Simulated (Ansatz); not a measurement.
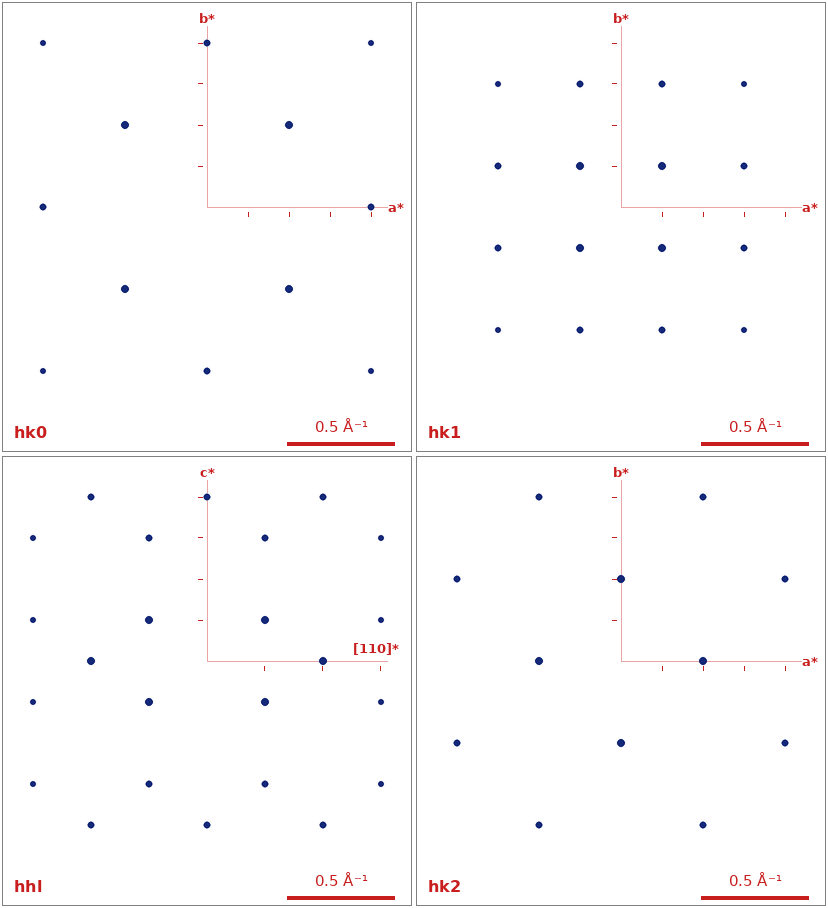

Simulated precession-type sections (X-rays; kinematic intensities, B = 0.5 Å²). The ticks mark integer indices of the conventional cell.

Question: What cell do the layers give?

Answer: a* = 0.193, b* = 0.193, c* = 0.193 Å⁻¹; the cell is cubic with a = 5.19 Å.

Question: Which reflection conditions do the layers show?

Answer: Reflections are present only under these conditions. hkl: h + k = 2n, h + l = 2n; hk0: h = 2n, h + k = 4n; hhl: h + l = 2n; h00: h = 4n. The lattice is face-centred (F). Further gaps, such as 2 2 2, 4 4 2, come from atoms on special positions, not from the group's general conditions.

Question: Which space groups fit?

Answer: The intensities have Laue symmetry m-3m (the hk0 layer shows 4mm, hk1 shows 4mm). With these conditions only Fd-3m (No. 227) fits. The compound is Ni. Structure: the input geometry of an electronic-structure calculation (not necessarily at equilibrium); the starting structure was generated, so it need not be a known form of this composition.
